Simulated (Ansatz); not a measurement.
Input of the run:

```
crystal:
  lattice:
    - [8.8723031286, 0.0, 0.0]
    - [0.0, 6.273665707, 0.0]
    - [0.0, 0.0, 20.4361515643]
  atoms:
    - { symbol: Mg, position: [0.5, 0.75, 0.391463137] }
    - { symbol: Mg, position: [0.0, 0.75, 0.391463137] }
    - { symbol: Mg, position: [0.5, 0.25, 0.391463137] }
    - { symbol: Mg, position: [0.0, 0.25, 0.391463137] }
    - { symbol: Si, position: [0.25, 0.5, 0.391463137] }
    - { symbol: Si, position: [0.75, 0.5, 0.391463137] }
    - { symbol: Mg, position: [0.75, 0.25, 0.5] }
    - { symbol: Mg, position: [0.25, 0.25, 0.5] }
    - { symbol: Mg, position: [0.75, 0.75, 0.5] }
    - { symbol: Mg, position: [0.25, 0.75, 0.5] }
    - { symbol: Si, position: [0.5, 0.0, 0.5] }
    - { symbol: Si, position: [0.0, 0.0, 0.5] }
    - { symbol: Mg, position: [0.0, 0.75, 0.608536863] }
    - { symbol: Mg, position: [0.5, 0.75, 0.608536863] }
    - { symbol: Mg, position: [0.0, 0.25, 0.608536863] }
    - { symbol: Mg, position: [0.5, 0.25, 0.608536863] }
    - { symbol: Si, position: [0.75, 0.5, 0.608536863] }
    - { symbol: Si, position: [0.25, 0.5, 0.608536863] }
basis:
  ecutwfc: 420
kpoints:
  mp_grid: { grid: [2, 3, 1] }
hamiltonian:
  xc: pbe
  dispersion: d3bj
scf:
  occupations: { method: gaussian, width: 0.05 }
output:
  forces: true
  eigenvalues: true
  write_density: true
  write_potential: true
  elf: true
  volumetric_format: npy
relax:
  adjacent_minimum: "off"
  f_tol: 0.03
  max_steps: 70
  constraints: [{ sites: [0, 1, 2, 3, 4, 5] }]
efield:
  axis: 3
  dipole_correction: true
  ramp_width: 0.04
```

Command:
```bash
ansatz run input.yaml --threads 4 --pin off --max-ram 12288MiB --backend cpu --events-out ev --progress --plain --runs-dir out
```

What does the potential across the slab give for the work function?

The work function is 4.09 eV, the same on both faces. The two vacuum levels agree, so the slab has no net dipole along its normal. The outermost atoms are 4.6 Å apart, which leaves 15.9 Å of vacuum in a cell 20.4 Å high.

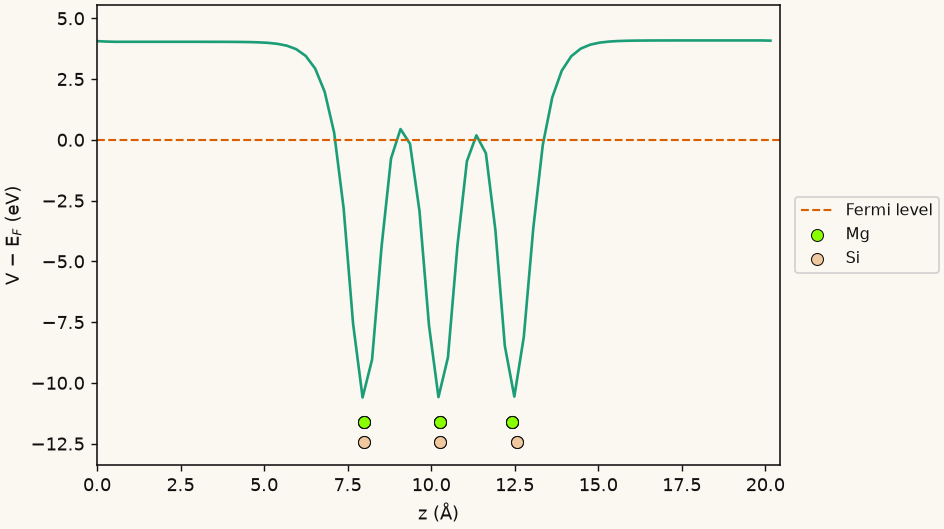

Plane-averaged electrostatic potential energy of an electron across the slab; circles at the bottom mark the heights of the atoms (positions after relaxation).
